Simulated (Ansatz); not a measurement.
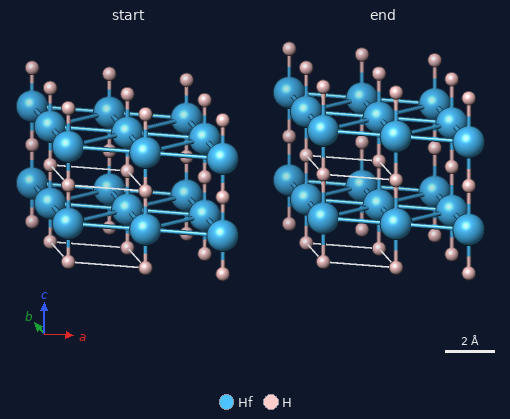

The structure of crystalline HfH (a generated structure, set up in P6/mmm) (coarse preliminary run) before (left) and after (right) a relaxation, at one scale.

Style: ball-and-stick. Shown: the cell of the calculation, repeated 2 × 2 × 2 with one cell outlined, slightly off an axis.

Theory: DFT PBE, scalar-relativistic, plane waves, PAW (Ansatz 0.2.0). Settings: plane-wave cutoff 420 eV; k-point mesh 6 × 6 × 6; occupations gaussian; smearing width 0.1 eV; no spin polarisation; cell and atoms relaxed; force threshold 0.04 eV/Å; at most 70 steps.

Question: Describe what moved and what it gained.

Answer: No atom moves by more than 0.005 Å relative to the cell. Cell: a = b 3.330 → 3.137 Å (−5.8 %), c 3.277 → 3.732 Å (+13.9 %). Volume +1.1 %. Near-neighbour distances that change, for instance: Hf–Hf 3.277 → 3.732 Å, H–Hf 1.638 → 1.866 Å, Hf–Hf 3.330 → 3.137 Å. The space group stays P6/mmm (No. 191). Over 4 accepted moves (5 points after the start) the energy falls by 370 meV per atom. All forces vanish by symmetry, so only the cell relaxes. The pressure goes from 13.48 to 0.16 GPa. At 1 point the geometry stayed and the basis and grid were re-selected for the new cell (energy shift of 0.7 meV per atom at most each time).
